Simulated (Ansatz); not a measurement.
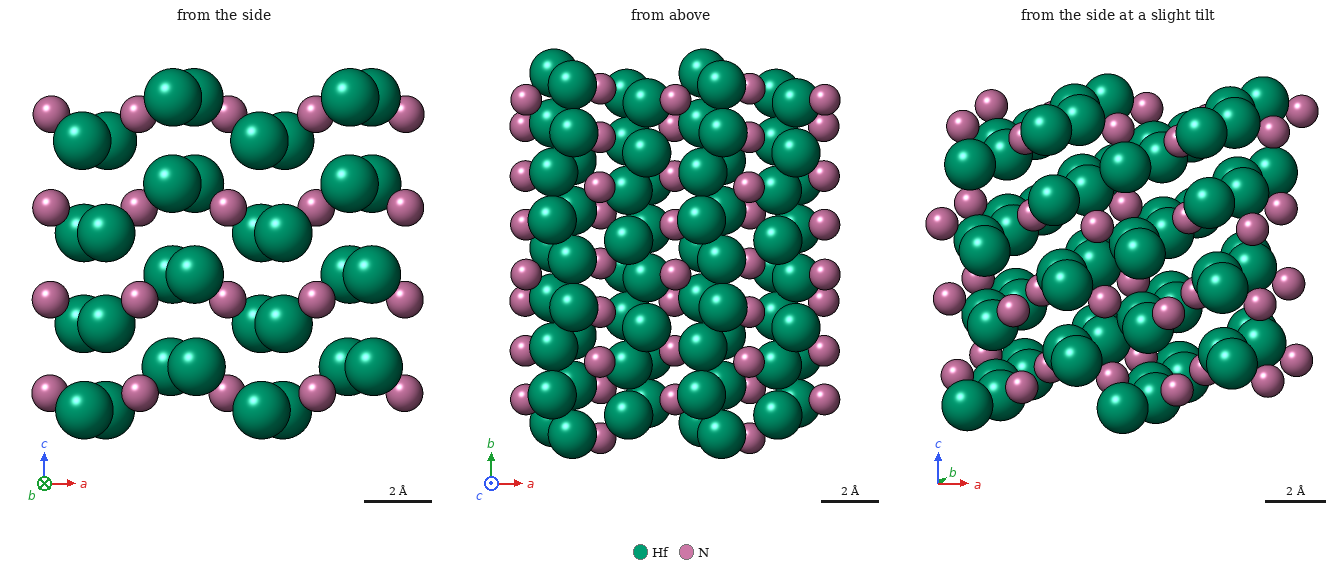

A spheres-only picture of a periodic slab, seen from the side, from above and from the side at a slight tilt. The surface normal points up in side views; the vacuum is left out. 2×2 cells are drawn in the plane, with atoms at the edges repeated.

The cell holds 16 Hf, 8 N. The slab was cut from bulk Hf2N (P4_2/mnm).

How far apart are the outermost atoms along the normal?

About 9 Å from the lowest to the highest atom.

Give the Miller indices of the face.

(1 0 1).

Setup: DFT PBEsol, scalar-relativistic, plane waves, PAW (Ansatz 0.2.0); wavefunction cutoff 420 eV, 7×6×1 k-mesh, Gaussian smearing of 0.1 eV, no spin polarisation.

How much energy takes an electron from the Fermi level to the vacuum on each side?

3.25 eV on both faces.

It goes back to a structure listed in the Materials Project, from which a slab was cut. The atoms were relaxed in a fixed cell with Ansatz 0.2.0, DFT PBEsol, scalar-relativistic, plane waves, PAW.
